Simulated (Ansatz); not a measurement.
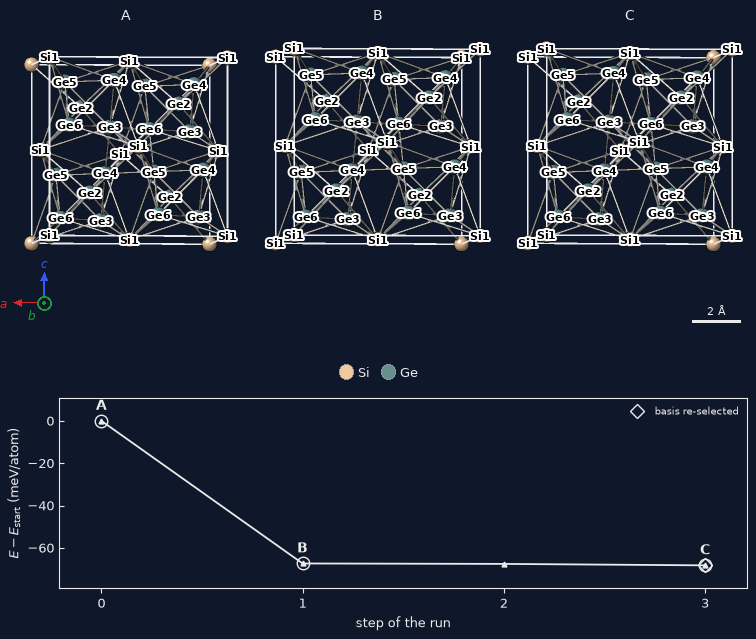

Frames of a relaxation of solid SiGe₅ (a generated structure, set up in F-43m) (coarse preliminary run), marked on the history of the run. Style: ball-and-stick. Shown: the conventional cell (4 times the calculation's cell), from a free direction. Lengths and directions refer to the drawn axes.

Level of theory: Ansatz 0.2.0, DFT PBE, scalar-relativistic, plane waves, PAW.

Input
```yaml
crystal:
  lattice:
    - [0.0, 3.74271766, 3.74271766]
    - [3.74271766, 0.0, 3.74271766]
    - [3.74271766, 3.74271766, 0.0]
  atoms:
    - { symbol: Si, position: [0.0, 0.0, 0.0] }
    - { symbol: Ge, position: [0.75, 0.75, 0.75] }
    - { symbol: Ge, position: [0.37597366, 0.37597366, 0.87207901] }
    - { symbol: Ge, position: [0.37597366, 0.87207901, 0.37597366] }
    - { symbol: Ge, position: [0.37597366, 0.37597366, 0.37597366] }
    - { symbol: Ge, position: [0.87207901, 0.37597366, 0.37597366] }
basis:
  ecutwfc: 420
kpoints:
  mp_grid: { grid: [4, 4, 4] }
hamiltonian:
  xc: pbe
scf:
  occupations: { method: gaussian, width: 0.1 }
  lower_state_search: "off"
output:
  forces: true
  stress: true
  eigenvalues: true
relax:
  adjacent_minimum: "off"
  f_tol: 0.04
  max_steps: 70
  cell: { stress_tol: 0.4 }
```

Run as
```bash
ansatz run input.yaml --threads 1 --pin off --max-ram 2560MiB --backend cpu --events-out ev --progress --plain --runs-dir out
```

Q: What happens along the run?

A: Over 2 accepted moves (3 points after the start) the energy falls by 68.3 meV per atom. Largest force component: 0.22 eV/Å at the start, 0.016 eV/Å at the end. Pressure: 10.07 GPa at the start and 0.03 GPa at the end. The SCF was repeated once at an unchanged geometry on a basis and grid sized afresh for the cell, which shifted the energy by 0.7 meV per atom at most. The largest moves relative to the cell, 0.014 Å, are those of Ge3, Ge4, Ge5 and Ge6. Ge5 goes along [−1 1 −1]. Si stays in place. Cell: a = b = c 7.485 → 7.811 Å (+4.3 %). Volume +13.6 %. Among the contacts that change: Si1–Ge2 3.241 → 3.382 Å, Ge3–Ge4 2.626 → 2.763 Å, Si1–Ge3 3.106 → 3.238 Å, Ge3–Ge4 (another image) 2.667 → 2.760 Å. The space group stays F-43m (No. 216). From step 0 to 1: volume +13.9 %, energy −67.4 meV per atom. From step 1 to 3: volume −0.3 %, energy −0.9 meV per atom.
